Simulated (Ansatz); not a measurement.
Run report: Ti, single-point calculation

- system: Ti (slab, 4 atoms in the cell)
- method: DFT PBE, scalar-relativistic, plane waves, PAW, no spin polarisation (Ansatz 0.2.0)

The structure derives from an entry of the Crystallography Open Database. It belongs to a series of runs on one base structure; here: repeats removed: 1. Figures and captions count atoms from 1; the log counts them from 0 in places.

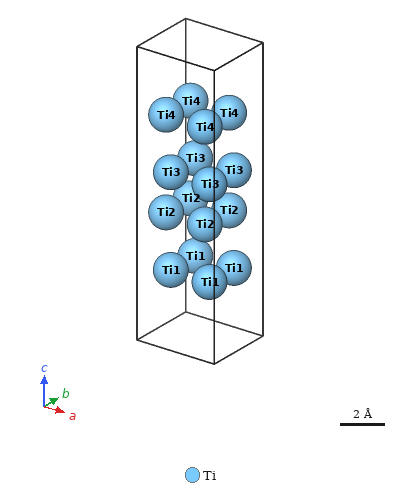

Figure 1. The structure as given in the input (spheres-only view of the 2 × 2 repeat of the cell, with the vacuum cut short, seen slightly off an axis; atoms are numbered from 1 in the order of the input). An atom can appear more than once, as a periodic image.

### Input
```yaml
crystal:
  lattice:
    - [2.9384580613, 0.0, 0.0]
    - [-1.4692290307, 2.544779329, 0.0]
    - [0.0, 0.0, 21.9759510208]
  atoms:
    - { symbol: Ti, position: [0.6666666667, 0.3333333333, 0.3412821585] }
    - { symbol: Ti, position: [0.3333333333, 0.6666666667, 0.4470940528] }
    - { symbol: Ti, position: [0.6666666667, 0.3333333333, 0.5529059472] }
    - { symbol: Ti, position: [0.3333333333, 0.6666666667, 0.6587178415] }
basis:
  ecutwfc: 420
kpoints:
  mp_grid: { grid: [12, 12, 1] }
hamiltonian:
  xc: pbe
scf:
  occupations: { method: gaussian, width: 0.1 }
output:
  forces: true
  stress: true
  eigenvalues: true
  write_density: true
  write_potential: true
  elf: true
  volumetric_format: npy
efield:
  axis: 3
  dipole_correction: true
  ramp_width: 0.04
```

Launch command:
```bash
ansatz run input.yaml --threads 1 --pin off --max-ram 2560MiB --backend cpu --events-out ev --progress --plain --runs-dir out
```

### What the program printed
```
Engine: ansatz 0.2.0, aarch64-unknown-linux-gnu
Pseudopotentials: kind: paw
Pseudopotential: Ti, paw, valence charge 12, recommended cutoff 420 eV (normal), Ti.paw.azcp
Functional definition: PBE
  parameter kappa = 0.804
  parameter beta = 0.06672455060314922
  exchange = pbe_x(kappa = kappa, mu = beta*pi^2/3)
  correlation = pbe_c(beta = beta)
Crystal: 4 atoms, lattice volume = 164.330 Å³
Basis set: ecut = 420 eV, 3169 PW (Γ), exchange–correlation on 40×40×300 points (8 copies of the dense FFT grid, shifted against one another)
Bands: 29, of which v1, the nominal top of the filled ones, is band 24 counted from 1 (23 counted from 0)
Symmetry: 6 space group operations
k-points: 19 of 144 (time reversal used)
Non-local potential: Ti, projectors of the file, l = 0: 3, l = 1: 2, l = 2: 3, l = 3: 1
PAW form: soft (Blöchl's): semilocal exchange-correlation on the pseudo side does not see the compensation charge
PAW one-centre angular grid: Ti, 590 points (default); XC on 64 Gauss nodes
Initial density: superposition of atomic densities (neutral atoms: chi_scale 0, normalization atom), corrected by the library's trained network
Initial wavefunctions: pseudopotential atomic-orbital guess
Functional: x = pbe(κ = 0.804, μ = 0.2195149727645171), c = pbe(β = 0.06672455060314922)
SCF iter   1: F=—  HF=-9996.740554 eV  |F-HF|=—  |Δ(HF+E_count)|=         —  Δρ=7.53e-3  dr2=4.88e-1  ethr=1.77e-3  p=0.000 e·Å  D=1.35e-13 V/Å  ΔV_dip=-0.00 eV  dr2_dipole=2.81e-7  V_vac-E_F(+/−)=4.11/4.11 eV  ⟨swp⟩=7.7  Hψ=2626  notcnv=0
efield: sawtooth ramp at fractional position 0.9800 (placed from the atoms, in the widest stretch of the axis that holds none; the zero of the levels goes with the place), width 0.0400; the density the first Hamiltonian is built on has a dipole p = 0.000 e·Å; the dipole correction subtracts the counter field D = 1.35e-13 V/Å, which shifts the + side's vacuum level by -0.00 eV against the − side's; the planar-averaged density in the ramp window peaks in size at 1.2e-4 e/Å³
preconditioner: auto → LDOS  [metal: Δε(μ)=0.007 eV  Ē_g=2.094 eV  σ=0.100 eV  W_gap=0.04  n_scr=14 (ndim 8)  ℏωp=11.6 eV  f_vac=0.495  D(μ)=9.08/eV (n_scr^D=100)  β→1.0]
SCF iter   2: F=—  HF=-9996.729673 eV  |F-HF|=—  |Δ(HF+E_count)|=   1.09e-2  Δρ=2.59e-3  dr2=1.87e-2  ethr=1.02e-3  p=-0.000 e·Å  D=-1.10e-5 V/Å  ΔV_dip=0.00 eV  dr2_dipole=1.77e-6  V_vac-E_F(+/−)=4.41/4.41 eV  ⟨swp⟩=2.0  Hψ=780  notcnv=0
SCF iter   3: F=—  HF=-9996.729822 eV  |F-HF|=—  |Δ(HF+E_count)|=   1.48e-4  Δρ=1.04e-3  dr2=5.40e-3  ethr=3.90e-5  p=-0.000 e·Å  D=-2.77e-6 V/Å  ΔV_dip=0.00 eV  dr2_dipole=9.45e-9  V_vac-E_F(+/−)=4.41/4.41 eV  ⟨swp⟩=2.8  Hψ=899  notcnv=0
SCF iter   4: F=—  HF=-9996.729631 eV  |F-HF|=—  |Δ(HF+E_count)|=   1.90e-4  Δρ=3.28e-4  dr2=2.79e-4  ethr=1.12e-5  p=-0.000 e·Å  D=-2.85e-6 V/Å  ΔV_dip=0.00 eV  dr2_dipole=4.06e-9  V_vac-E_F(+/−)=4.44/4.44 eV  ⟨swp⟩=1.7  Hψ=598  notcnv=0
SCF iter   5: F=—  HF=-9996.729719 eV  |F-HF|=—  |Δ(HF+E_count)|=   8.79e-5  Δρ=1.64e-4  dr2=4.63e-5  ethr=5.81e-7  p=-0.000 e·Å  D=-1.98e-6 V/Å  ΔV_dip=0.00 eV  dr2_dipole=2.93e-9  V_vac-E_F(+/−)=4.46/4.46 eV  ⟨swp⟩=2.5  Hψ=801  notcnv=0
SCF iter   6: F=—  HF=-9996.729772 eV  |F-HF|=—  |Δ(HF+E_count)|=   5.29e-5  Δρ=8.12e-5  dr2=3.04e-5  ethr=9.65e-8  p=-0.000 e·Å  D=-5.99e-7 V/Å  ΔV_dip=0.00 eV  dr2_dipole=2.05e-9  V_vac-E_F(+/−)=4.47/4.47 eV  ⟨swp⟩=2.4  Hψ=910  notcnv=0
SCF iter   7: F=—  HF=-9996.729774 eV  |F-HF|=—  |Δ(HF+E_count)|=   2.36e-6  Δρ=2.31e-5  dr2=9.43e-7  ethr=6.34e-8  p=-0.000 e·Å  D=-1.31e-7 V/Å  ΔV_dip=0.00 eV  dr2_dipole=4.10e-10  V_vac-E_F(+/−)=4.48/4.48 eV  ⟨swp⟩=1.4  Hψ=585  notcnv=0
SCF iter   8: F=-9996.729776 eV  HF=-9996.729776 eV  |F-HF|=8.68e-8  |Δ(HF+E_count)|=   1.29e-6  Δρ=6.73e-6  dr2=4.17e-8  ethr=2.08e-10  p=0.000 e·Å  D=1.42e-7 V/Å  ΔV_dip=-0.00 eV  dr2_dipole=2.46e-11  V_vac-E_F(+/−)=4.48/4.48 eV  ⟨swp⟩=12.1  Hψ=4514  notcnv=0
SCF 1 converged in 8 iterations: F = -9996.729776 eV  dr2 = 4.17e-8
  greatest PAW one-centre occupation: 0.999 electrons in one spin orbital (limit 2), on the Ti atom at site 1 (counted from 0), in its partial waves of l = 0
WARN: The output density's exchange-correlation potential varies sharply where the density is thin. Do not read a vacuum level from v_tot or v_xc, or from such a field of the output density. On a cell that repeats whose density bears no net charge and no dipole along the vacuum's axis use v_es (v_loc + v_h of the components); under efield.dipole_correction with no amplitude use v_es + v_field, which holds any external_charges[].barrier, or the levels of the report's work_function block, which leave it out; under a non-zero efield.amplitude the vacuum is tilted and has no level; on a cell that repeats and bears such a dipole with no correction it is tilted too, and efield.dipole_correction with no amplitude gives each side of its ramp a level where efield: is served; in a cell that repeats whose density bears a net charge (total_charge, or a fill off its count) it is curved and has none; of a slab under crystal.periodic whose density bears no net charge use v_es, which has a level on each side, short of where the two are joined; of another it falls or rises all the way out and has none; of a slab beside external_charges read slab_vacuum_level instead, which it has where they leave it neutral. The grid or the basis barely resolves most such structure, and the values can differ between equally converged runs; as a rule a tighter scf.convergence.dr2_threshold does not remove it. Where the density itself ripples (under the LDA too) a higher basis.ecutwfc lessens it. The files hold the spikes' plane waves up to the density's cutoff. Files: v_tot_of_output_density and the like, and their columns of v_z.tsv (output.write_potential); v_xc_of_output_density and the like, and their columns of v_comp_z.tsv (output.write_potential_components). Measured: with its Gaussian average of σ = 0.25 Å subtracted twice, the exchange-correlation potential is over 0.1 eV at 1174 of the grid points where the equally averaged density (valence and model cores) is under 1e-3 e/Å³, and 0.581 eV at the most among them, at an averaged density of 1.5e-7 e/Å³. The input density's (outcome.potential() and, of a run that writes arrays, v_tot and v_xc) is over 0.1 eV, so measured, at 24 points of its own thin density, 0.137 eV at the most. See output.write_potential in the manual, Limitations
SCF converged after 8 iterations
Free energy (F): -9996.729776 eV
Harris-Foulkes:  -9996.729776 eV  (|F-HF|=8.68e-8)
Internal energy: -9996.681703 eV  (E = F + TS)
E sigma→0 (E₀):  -9996.705739 eV
Entropy (-TS):   -0.048073 eV (-12.018 meV/atom)
Fermi energy:    3.232930 eV
Dipole field:    D = -0.000007 V/Å  (p = -0.000007 e·Å, saw-weighted, corrected)
Work function:   Φ+ = 4.4777 eV   Φ− = 4.4775 eV
Levels:          The Fermi level and band energies are counted from a zero that moves with the ramp; work functions are not
--- Per-component energies (eV) ---
  E_band       = -1115.463258
  E_kinetic    = 1085.427196
  E_local      = -38300.036378  (includes V_loc(G=0)·N_el)
  E_nonlocal   = 34.190277
  E_hartree    = 18616.411333
  E_xc         = -386.919099
  E_vxc        = -483.741828  (∫ρ·V_xc dr)
  E_paw        = -4190.690382  (= ΣΔE_a)
  E_vpaw       = -684.127845  (= ΣTr[D̂ρ^β])
  E_aug_tail   = 0.000470  (compensation charges beyond the density's cutoff)
  E_efield     = 0.000000  (sawtooth field / dipole correction)
  E_vefield    = 0.000000  (∫n·V_field dr)
  E_ewald      = 13144.934880
  E_smearing   = -0.048073  (= −TS)
  E_closure    = -0.000000  (closes the sum)
  Σ components = -9996.729776   (vs F -9996.729776, Δ=0.00e0)
--- Forces (eV/Å), atoms counted from 1 ---
  atom   1  Ti     0.00000000     0.00000000     0.51428472
  atom   2  Ti    -0.00000000     0.00000000    -0.70207963
  atom   3  Ti     0.00000000     0.00000000     0.70208120
  atom   4  Ti     0.00000000    -0.00000000    -0.51428285
  max |Σ_I F_I| component: 3.44e-6 eV/Å
--- Stress (GPa, compression-positive) ---
       -1.554095       0.000000      -0.000000
        0.000000      -1.554095      -0.000000
       -0.000000      -0.000000      -1.906027
  P = ⅓ Tr σ = -1.6714 GPa (-16.714 kbar)
--- Band table (eV; the first three rows and the last of 19) ---
  k-point 0: bands = ["-53.6965", "-53.6952", "-53.4782", "-53.4102", "-30.1614", "-30.0945", "-29.7963", "-29.6589", "-29.6589", "-29.6583", "-29.6583", "-29.5072", "-29.4634", "-29.4634", "-29.4133", "-29.4133", "-2.5278", "-1.5703", "-0.3944", "0.4275", "3.0850", "3.2281", "3.5600", "3.8223", "3.9332", "3.9332", "3.9829", "3.9829", "4.0034"]
  k-point 1: bands = ["-53.6914", "-53.6902", "-53.4727", "-53.4067", "-30.1507", "-30.0894", "-29.8025", "-29.6932", "-29.6833", "-29.6666", "-29.6658", "-29.5222", "-29.4780", "-29.4717", "-29.4414", "-29.4186", "-2.3376", "-1.3881", "-0.2172", "0.5943", "3.0489", "3.1863", "3.4771", "3.5605", "3.7571", "3.8194", "3.9984", "4.0408", "4.1006"]
  k-point 2: bands = ["-53.6775", "-53.6767", "-53.4575", "-53.3974", "-30.1212", "-30.0764", "-29.8374", "-29.7829", "-29.7371", "-29.6874", "-29.6862", "-29.5907", "-29.5140", "-29.4942", "-29.4924", "-29.4336", "-1.7946", "-0.8776", "0.2670", "1.0393", "2.8068", "2.9205", "3.1367", "3.3681", "3.5136", "3.5480", "3.9149", "4.1625", "4.2955"]
  k-point 18: bands = ["-53.6111", "-53.6111", "-53.3683", "-53.3683", "-30.0223", "-30.0223", "-29.9964", "-29.9964", "-29.9914", "-29.9846", "-29.7996", "-29.7739", "-29.7739", "-29.6911", "-29.5699", "-29.5699", "1.7335", "1.9578", "1.9952", "1.9952", "2.0066", "2.5360", "2.5360", "3.1699", "3.1699", "3.3213", "3.3413", "3.5116", "3.5116"]
```

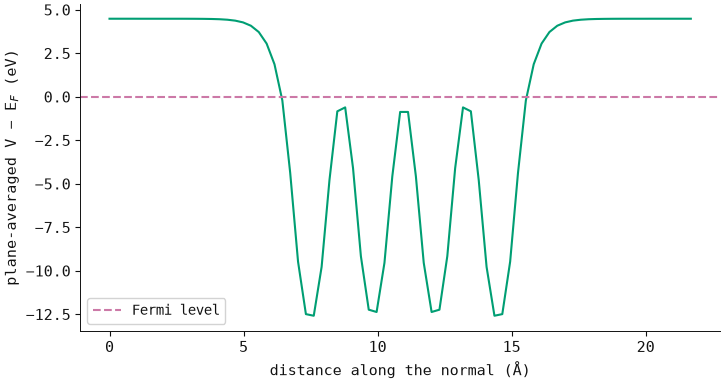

Figure 2. Plane average of the electrostatic potential energy of an electron across the cell, from the Fermi level. The vacuum level lies 4.48 eV above the Fermi level.

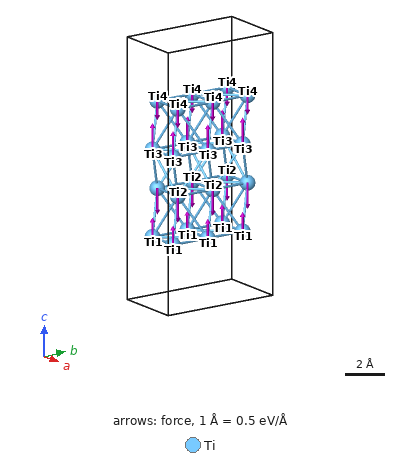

Figure 3. Forces on the atoms as pink arrows (ball-and-stick view of the 2 × 3 repeat of the cell, with the vacuum cut short, seen slightly off an axis; atoms are numbered from 1 in the order of the input). The largest act on Ti2, Ti3 (0.70 eV/Å); Ti1, Ti4 (0.51 eV/Å). The geometry is not a stationary point of this energy.

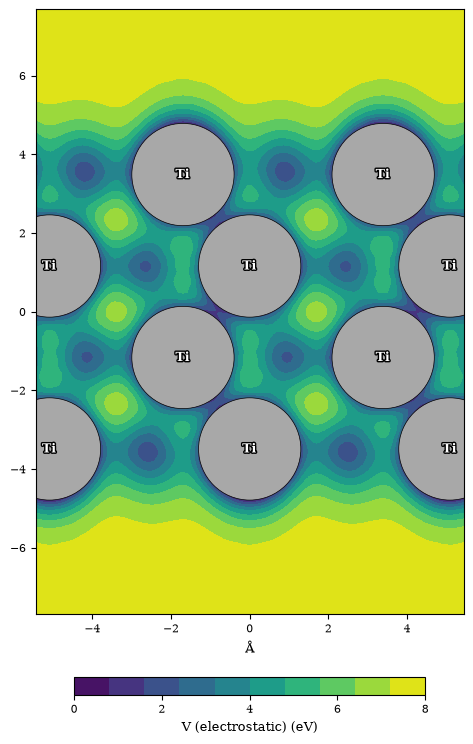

Figure 4. Electrostatic potential energy of an electron on the (110) plane of the calculation cell, a cut from vacuum to vacuum. Grey discs, where drawn, cover atomic cores. Core electrons are frozen (PAW), so the fields are smoothed inside the atomic spheres.

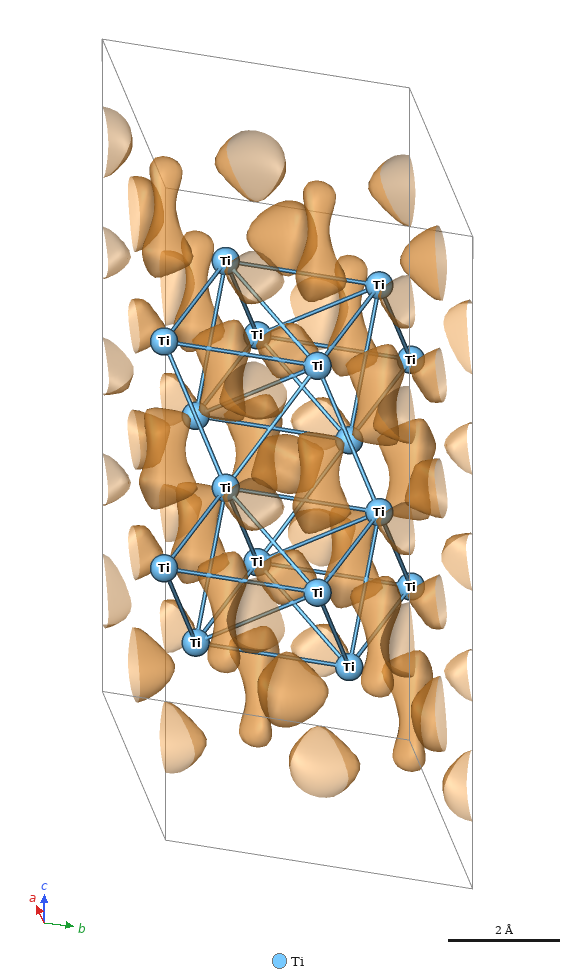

Figure 5. Isosurface of the ELF at 0.55 (orange), seen at an oblique angle. Only the valence region is drawn (cores and ρ < 0.01 e/Å³ removed). Sticks mark near contacts. Values along the shortest contacts: Ti–Ti (2.88 Å): the ELF is about 0.25 at the midpoint (no shared electron pair). Ti–Ti (2.94 Å): the ELF is about 0.25 at the midpoint; no localised pair between them.

### Key numbers

```tsv
quantity	value
outcome	converged
electrons treated	48
free energy	−9996.7298 eV
work function, top face	4.48 eV
work function, bottom face	4.48 eV
Fermi energy	3.233 eV
gap on the k-point mesh	none (metallic)
work function (upper face)	4.48 eV
largest force (length of the vector)	0.702 eV/Å
hardware	1 thread of Arm Neoverse V1, 24 GiB of memory available, shared host
wall time	13 s
peak memory	0.36 GiB
```

The program warns: the exchange-correlation potential is rough where the density is thin.
